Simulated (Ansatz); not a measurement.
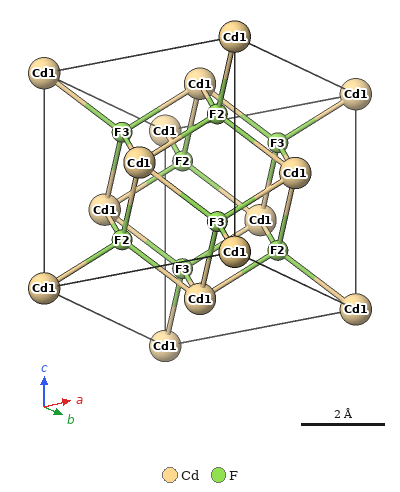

**Figure 1.** The structure (ball-and-stick view of the cell 4 times as large as that of the calculation, set on its symmetry axes, seen at an oblique angle; atoms are numbered from 1 in the order of the input). An atom can appear more than once, as a periodic image.

Run report: CdF₂, band-structure calculation

CdF₂ (Fm-3m, 3 atoms in the cell), computed with DFT PBE+D3(BJ), scalar-relativistic, plane waves, PAW, no spin polarisation (Ansatz 0.2.0).

The structure derives from an entry of the Crystallography Open Database. Figures and captions count atoms from 1; the log counts them from 0 in places.

### Output
```
scf.n_extra_bands = 7 over 17 filled bands (N_el = 34.0): the run solves 24 bands
Engine: ansatz 0.2.0, aarch64-unknown-linux-gnu
Pseudopotentials: kind: paw
Pseudopotential: Cd, paw, valence charge 20, recommended cutoff 420 eV (normal), Cd.paw.azcp
Pseudopotential: F, paw, valence charge 7, recommended cutoff 420 eV (normal), F.paw.azcp
Functional definition: PBE
  parameter kappa = 0.804
  parameter beta = 0.06672455060314922
  exchange = pbe_x(kappa = kappa, mu = beta*pi^2/3)
  correlation = pbe_c(beta = beta)
Crystal: 3 atoms, lattice volume = 40.347 Å³
Basis set: ecut = 420 eV, 749 PW (Γ), exchange–correlation on 54×54×54 points (8 copies of the dense FFT grid, shifted against one another)
Bands: 24, of which v1, the nominal top of the filled ones, is band 17 counted from 1 (16 counted from 0)
Symmetry: 48 space group operations
Space group: Fm-3m (ITA 225), of the structure as read, at distance tolerance 3.4e-5 Å
k-points: 29 of 512
Non-local potential: Cd, projectors of the file, l = 0: 3, l = 1: 2, l = 2: 2, l = 3: 1
Non-local potential: F, projectors of the file, l = 0: 2, l = 1: 2, l = 2: 1
PAW form: soft (Blöchl's): semilocal exchange-correlation on the pseudo side does not see the compensation charge
PAW one-centre angular grid: Cd, 590 points (default); XC on 64 Gauss nodes
PAW one-centre angular grid: F, 110 points (default); XC on 64 Gauss nodes
Initial density: superposition of atomic densities (neutral atoms: chi_scale 0, normalization atom), corrected by the library's trained network
Initial wavefunctions: pseudopotential atomic-orbital guess
Functional: x = pbe(κ = 0.804, μ = 0.2195149727645171), c = pbe(β = 0.06672455060314922)
SCF iter   1: F=—  HF=-9872.649787 eV  |F-HF|=—  |Δ(HF+E_count)|=         —  Δρ=4.92e-4  dr2=1.56e-5  ethr=1.77e-3  ⟨swp⟩=5.2  Hψ=3033  notcnv=0
preconditioner: auto → none  [insulator: Δε(μ)=2.987 eV  Ē_g=19.663 eV  σ=0.020 eV  W_gap=1.00  n_scr=14 (ndim 8)  ℏωp=29.8 eV  f_vac=0.137  D(μ)=0.00/eV (n_scr^D=0)  ε∞_Penn≈3.3]
SCF iter   2: F=—  HF=-9872.650720 eV  |F-HF|=—  |Δ(HF+E_count)|=   9.33e-4  Δρ=2.81e-4  dr2=1.13e-5  ethr=4.58e-8  ⟨swp⟩=3.0  Hψ=1762  notcnv=0  defer=33
SCF iter   3: F=—  HF=-9872.650784 eV  |F-HF|=—  |Δ(HF+E_count)|=   6.39e-5  Δρ=1.58e-4  dr2=1.83e-6  ethr=3.33e-8  ⟨swp⟩=2.0  Hψ=999  notcnv=0  defer=33
SCF iter   4: F=—  HF=-9872.650812 eV  |F-HF|=—  |Δ(HF+E_count)|=   2.81e-5  Δρ=5.99e-5  dr2=5.38e-7  ethr=5.38e-9  ⟨swp⟩=2.0  Hψ=993  notcnv=0  defer=33
iter 5 did not close the SCF: its close was put off for the readings that it lacked (scf_convergence_deferred on its scf_iter line)
SCF iter   5: F=-9872.650816 eV  HF=-9872.650816 eV  |F-HF|=1.25e-8  |Δ(HF+E_count)|=   3.24e-6  Δρ=1.79e-5  dr2=8.91e-8  ethr=1.58e-9  ⟨swp⟩=2.0  Hψ=949  notcnv=0  defer=33
SCF iter   6: F=-9872.650816 eV  HF=-9872.650816 eV  |F-HF|=1.36e-9  |Δ(HF+E_count)|=   4.10e-8  Δρ=4.38e-6  dr2=5.70e-9  ethr=2.62e-10  ⟨swp⟩=8.3  Hψ=3992  notcnv=0
SCF 1 converged in 6 iterations: F = -9872.650816 eV  dr2 = 5.70e-9
  greatest PAW one-centre occupation: 1.000 electrons in one spin orbital (limit 2), on the Cd atom at site 0 (counted from 0), in its partial waves of l = 1
NSCF: frozen V_eff on 86 k-points
NSCF: frozen V_eff on 72 k-points
SCF converged after 6 iterations
Free energy (F): -9872.650816 eV
Harris-Foulkes:  -9872.650816 eV  (|F-HF|=1.36e-9)
Internal energy: -9872.650816 eV  (E = F + TS)
E sigma→0 (E₀):  -9872.650816 eV
Fermi energy:    7.470230 eV
--- Per-component energies (eV) ---
  E_band       = -495.766456
  E_kinetic    = 917.774690
  E_local      = -4298.041295  (includes V_loc(G=0)·N_el)
  E_nonlocal   = 184.034603
  E_hartree    = 1901.338559
  E_xc         = -335.023334
  E_vxc        = -424.409116  (∫ρ·V_xc dr)
  E_paw        = -4487.752738  (= ΣΔE_a)
  E_vpaw       = -677.807272  (= ΣTr[D̂ρ^β])
  E_aug_tail   = 0.004094  (compensation charges beyond the density's cutoff)
  E_ewald      = -3754.498683
  E_disp       = -0.486712  (pairwise vdW)
  E_smearing   = -0.000000  (= −TS)
  E_closure    = -0.000000  (closes the sum)
  Σ components = -9872.650816   (vs F -9872.650816, Δ=0.00e0)
--- Forces (eV/Å), atoms counted from 1 ---
  atom   1  Cd    -0.00000000     0.00000000     0.00000000
  atom   2  F      0.00000000    -0.00000000     0.00000000
  atom   3  F      0.00000000     0.00000000     0.00000000
  max |Σ_I F_I| component: 9.25e-18 eV/Å
--- Stress (GPa, compression-positive) ---
        0.039148      -0.000000      -0.000000
        0.000000       0.039148      -0.000000
        0.000000      -0.000000       0.039148
  P = ⅓ Tr σ = 0.0391 GPa (0.391 kbar)
--- Band table (eV; the first three rows and the last of 29) ---
  k-point 0: bands = ["-92.4767", "-53.5810", "-53.5810", "-53.5810", "-14.6537", "-13.6387", "0.4544", "0.4544", "0.4544", "1.5277", "1.5277", "5.0761", "5.0761", "5.0761", "5.4418", "5.4418", "5.4418", "8.9642", "18.5261", "18.5261", "18.5261", "23.3492", "25.6600", "25.6600"]
  k-point 1: bands = ["-92.4767", "-53.5813", "-53.5811", "-53.5811", "-14.6079", "-13.6788", "0.5081", "0.5081", "0.6061", "1.5127", "1.5127", "4.6064", "4.9647", "4.9647", "5.3547", "5.4631", "5.4631", "9.5297", "17.8189", "18.7432", "18.7432", "24.3334", "25.2350", "25.2350"]
  k-point 2: bands = ["-92.4767", "-53.5821", "-53.5812", "-53.5812", "-14.4833", "-13.7879", "0.6316", "0.6316", "1.0115", "1.5016", "1.5016", "3.9042", "4.6893", "4.6893", "4.8729", "5.5073", "5.5073", "10.7959", "16.6517", "19.3021", "19.3021", "24.5590", "24.5590", "25.2020"]
  k-point 28: bands = ["-92.4766", "-53.5824", "-53.5824", "-53.5818", "-14.1024", "-14.1024", "1.0066", "1.3163", "1.3382", "1.4563", "1.4563", "2.5939", "3.4609", "4.5145", "4.5145", "5.4356", "5.9761", "13.8065", "17.3894", "17.4520", "17.4520", "21.9418", "24.9632", "26.8104"]
--- Löwdin populations: 3 sites ---
  site symbol       q [e]
     0     Cd     18.4527
     1      F      7.7057
     2      F      7.7057
  spilling = 0.003998 (of n_electrons = 34.000000)
--- Bader charges: 3 sites ---
  site symbol  charge [e]  shift [e]
     0     Cd      1.4769     0.0025
     1      F     -0.7384     0.0013
     2      F     -0.7384     0.0013
  estimated error of the sums over rays = 9.8e-5 e
```

### File bader_charges.tsv
```
# site	symbol	x_ang	y_ang	z_ang	partial_charge_e	electrons	volume_ang3	relative_density_drop	shared_charge_e	partial_wave_shift_e
# quadrature_error_electrons = 9.8e-5
0	Cd	0.0000	0.0000	0.0000	1.47687	46.52313	14.24	-	1.47687	0.00252
1	F	1.3611	1.3611	1.3611	-0.73843	9.73843	13.03	-	-0.73843	0.00126
2	F	4.0834	4.0834	4.0834	-0.73844	9.73844	13.03	-	-0.73844	0.00126
```

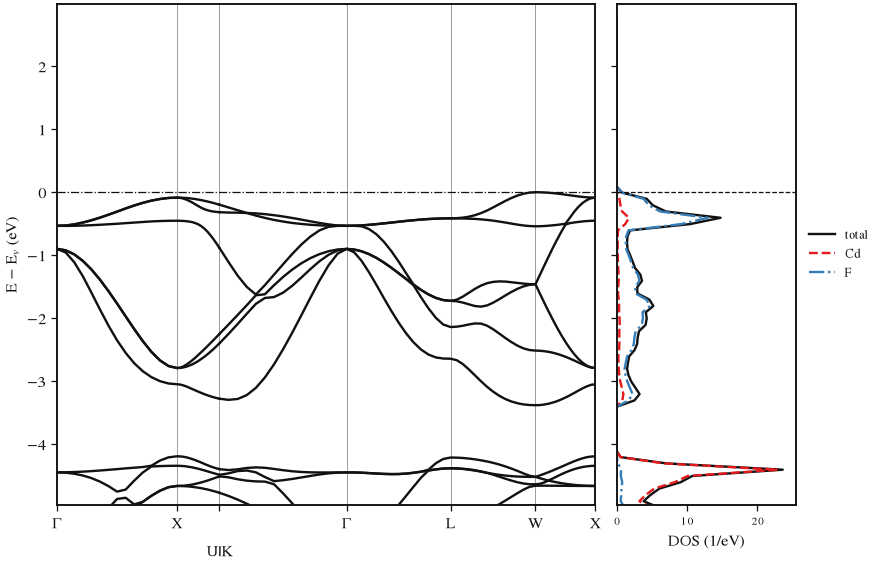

**Figure 2.** Band structure along Γ–X–U|K–Γ–L–W–X and density of states (projected on Löwdin-orthogonalised atomic shells), with energies from the valence-band top. There is a gap of 2.99 eV on this path, indirect, from W to Γ.

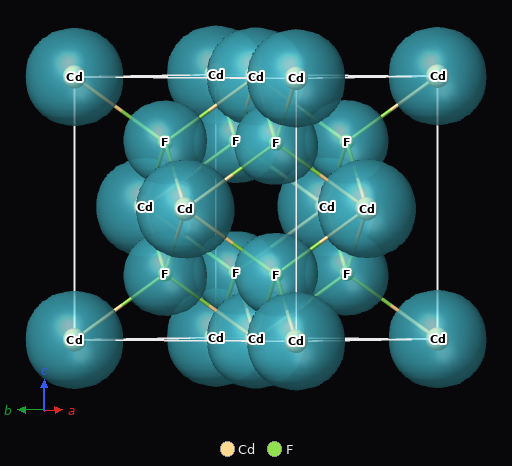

**Figure 3.** Isosurface of the valence pseudo-density at 0.5 e/Å³ (cyan), seen at an oblique angle. Sticks mark near contacts. The outline is the cell set on symmetry axes. At this value the density breaks into separate islands; it holds about 85 % of the electrons treated as valence (semicore included). It is pinched off along the Cd–F (2.36 Å) contacts. On the grid the lowest density along these lines, outside the cores, is 0.28 e/Å³ (Cd–F, 2.36 Å). The fields are those of the smooth PAW valence density.

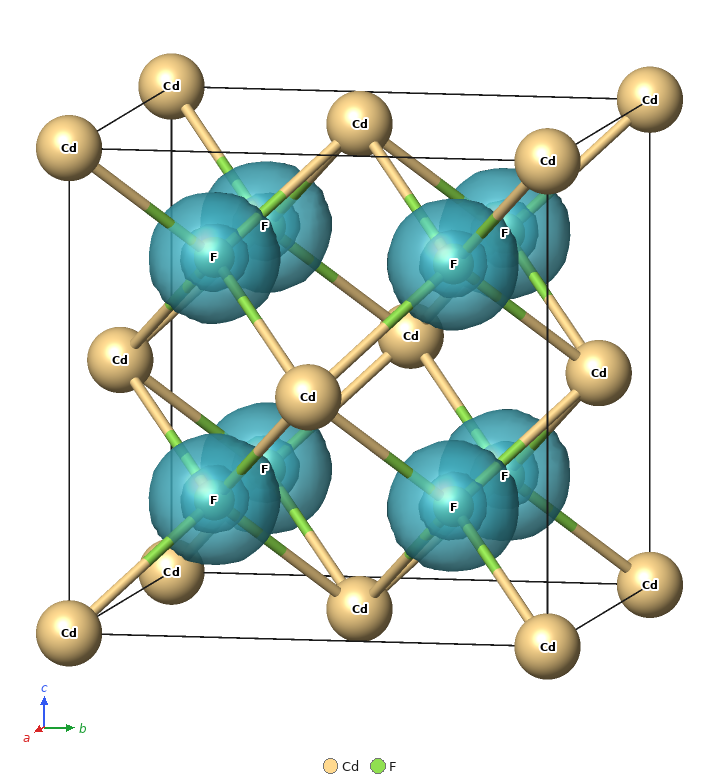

**Figure 4.** Isosurface of the electron localisation function at 0.75 (cyan), seen slightly off an axis. Only the valence region is drawn (cores and ρ < 0.01 e/Å³ removed). Sticks mark near contacts. The outline is the cell set on symmetry axes. Along the contacts the grid gives the following. Cd–F (2.36 Å): the ELF peaks at about 0.80 in the valence shell of F, 0.6 Å from its nucleus, and drops to about 0.05 between the two atoms (a largely ionic contact).

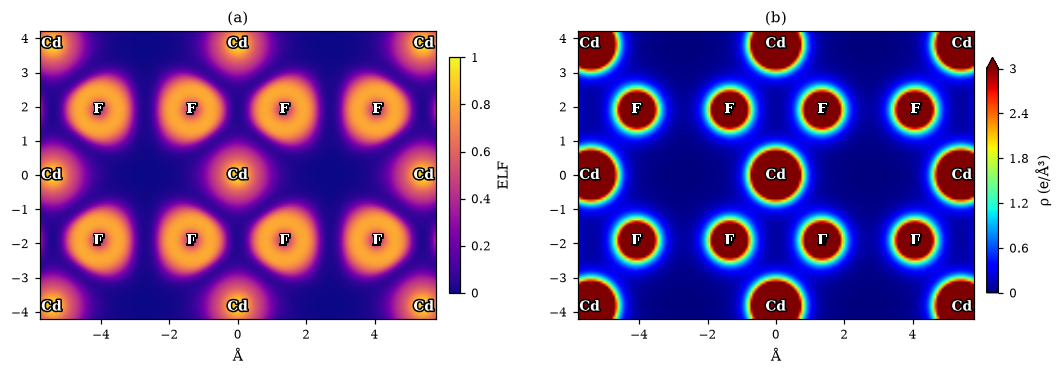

**Figure 5.** (a) ELF; (b) valence charge density (pseudo) on the (110) plane of the conventional cell. The section cuts through Cd and F sites. Away from the nuclei the density in this plane falls to 0.006 e/Å³ at its lowest. The strong features right at Cd lie inside the PAW spheres (semicore, d or f shells) and say nothing about bonding.

The run was set up as follows.

### Input
```yaml
crystal:
  lattice:
    - [0.0, 2.7222408726, 2.7222408726]
    - [2.7222408726, 0.0, 2.7222408726]
    - [2.7222408726, 2.7222408726, 0.0]
  atoms:
    - { symbol: Cd, position: [0.0, 0.0, 0.0] }
    - { symbol: F, position: [0.25, 0.25, 0.25] }
    - { symbol: F, position: [0.75, 0.75, 0.75] }
basis:
  ecutwfc: 420
kpoints:
  mp_grid: { grid: [8, 8, 8] }
  band_path:
    path:
      - [[0.0, 0.0, 0.0], [0.5, 0.0, 0.5], [0.625, 0.25, 0.625]]
      - [[0.375, 0.375, 0.75], [0.0, 0.0, 0.0], [0.5, 0.5, 0.5], [0.5, 0.25, 0.75], [0.5, 0.0, 0.5]]
    npoints: 14
hamiltonian:
  xc: pbe
  dispersion: d3bj
scf:
  occupations: { method: gaussian, width: 0.02 }
  n_extra_bands: 7
output:
  forces: true
  stress: true
  eigenvalues: true
  populations: true
  dos: { projected: true, de: 0.02, nscf_kmesh: { grid: [12, 12, 12] } }
  bader: true
  write_density: true
  write_potential: true
  elf: true
  volumetric_format: npy
```

Run as:
```bash
ansatz run input.yaml --threads 1 --pin off --max-ram 2560MiB --backend cpu --events-out ev --progress --plain --runs-dir out
```

### Summary

```csv
quantity,value
outcome,converged
space group (tolerance 0.01 Å),Fm-3m (225)
electrons treated,34
free energy,−9872.6508 eV
Fermi energy,7.470 eV
gap on the k-point mesh,2.99 eV
gap on the band path,2.99 eV
pressure,0.04 GPa
largest force (length of the vector),under 0.001 eV/Å
hardware,"1 thread of Arm Neoverse V2, 24 GiB of memory available, shared host"
wall time,18 s
peak memory,0.3 GiB
```
